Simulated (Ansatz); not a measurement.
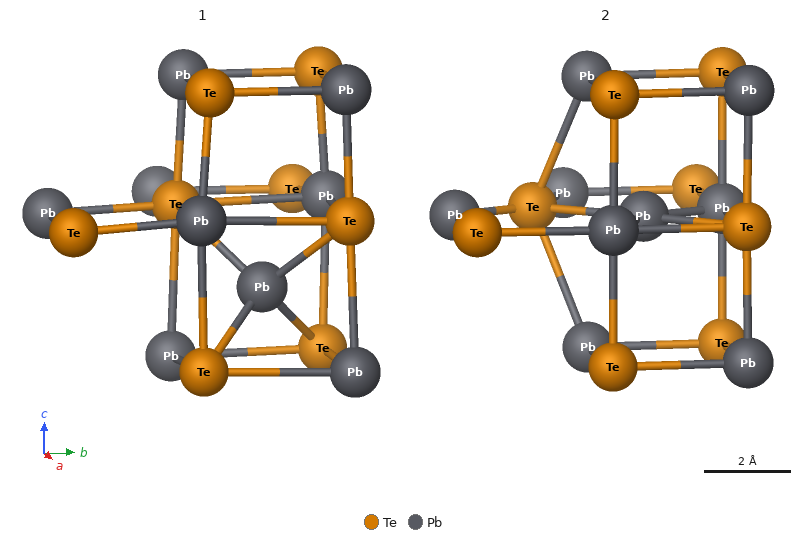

Two geometries of a defect cell of composition Te32Pb33 (cell charge +2), drawn at one scale. One is the start of a relaxation, the other its converged end. Style: ball-and-stick. Shown: the atoms within 5.0 Å of the atom that moves most (axes of the cell of the calculation (origin shifted)), slightly off an axis.

Method: DFT, PBEsol, PAW, plane waves (Ansatz). Settings: plane-wave cutoff 420 eV; k-point mesh 1 × 1 × 1; mesh shifted by (0.25, 0.25, 0.25); no spin polarisation; atoms relaxed in a fixed cell; force threshold 0.03 eV/Å; at most 80 steps.

Which one is relaxed?

Structure 1 is the relaxed one. The energy falls by 9.320 eV per cell of the calculation in 14 geometry steps. The largest force component goes from 8.7 to 0.025 eV/Å. The atom that moves furthest is a Pb atom (1.74 Å along [1 1 −3]). Largest moves by element: Pb 1.74 Å, Te 1.32 Å. The cell doesn't change. Among the contacts that change: Pb–Te 4.039 → 3.020 Å, Pb–Te 3.982 → 3.020 Å, Pb–Te 4.466 → 3.604 Å, Pb–Pb 2.354 → 3.205 Å. New bonds form, among them: Pb–Te (3.98 → 3.02 Å), Pb–Te (4.04 → 3.02 Å). Bonds break, among them: Pb–Pb (2.35 → 3.20 Å), Pb–Pb (2.41 → 3.21 Å). Among the angles between lasting bonds that change: Te–Pb–Te 178.5° → 109.0°, Pb–Te–Pb 145.7° → 94.8°, Pb–Te–Pb 106.3° → 121.7°.

Limits of the set-up: the cell is charged, on a uniform background, and energies carry no finite-size correction.
